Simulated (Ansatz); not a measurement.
# The potential step between two gates: honeycomb GaN bilayer, AB

Two oppositely charged gates put a neutral stack in a displacement field D. The voltage between them is D/ε₀ times an electrical distance, shorter than the real one because the stack screens.

**Method.** Ansatz 0.2.0, plane waves with PAW datasets (its set soft_2), PBE-D3(BJ); isolated slab, charged sheets 5 Å from the outer atoms behind model barriers, atoms held. Voltages count from the uncharged case.

| run | D/ε₀ (V/nm) | step in an electron's potential, upper less lower gate (eV) |
| --- | --- | --- |
| run 1 | −1.810 | −1.471 |
| run 2 | 0.000 | 0.000 |
| run 3 | 0.905 | 0.736 |
| run 4 | 1.810 | 1.471 |
| run 5 | 2.714 | 2.206 |
| run 6 | 3.619 | ? |

**Question.** What value belongs in the row marked “?”, and how far can the other rows tell?

A least-squares line through the 5 rows shown has slope 0.8128 and intercept 0.0001; no row lies more than 0.001 eV off it. The size of the slope, 0.813 nm, is the electrical distance; the sheets are 1.308 nm apart, and screening reaches beyond the outer atoms. At 3.619 it gives 0.8128 × 3.619 + 0.0001 = 2.942 eV, beyond the rows fitted. Rounding and scatter of the rows alone allow about ±0.001 eV there.

The run itself gives 2.940 eV: a miss of −0.002 eV, or 0.1 % of the value. Screening stays linear to within 1 % over this range.

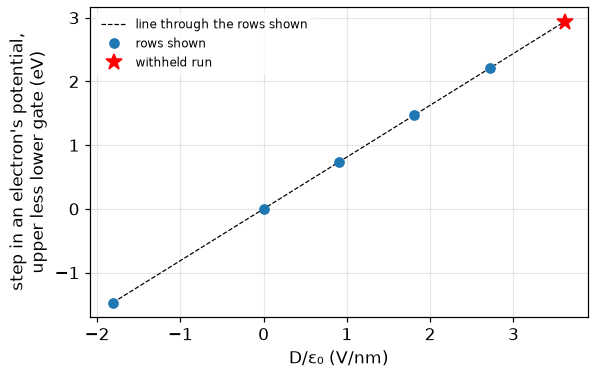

The fit and the withheld run.

**Limits.** The gates are model sheets, not atoms.
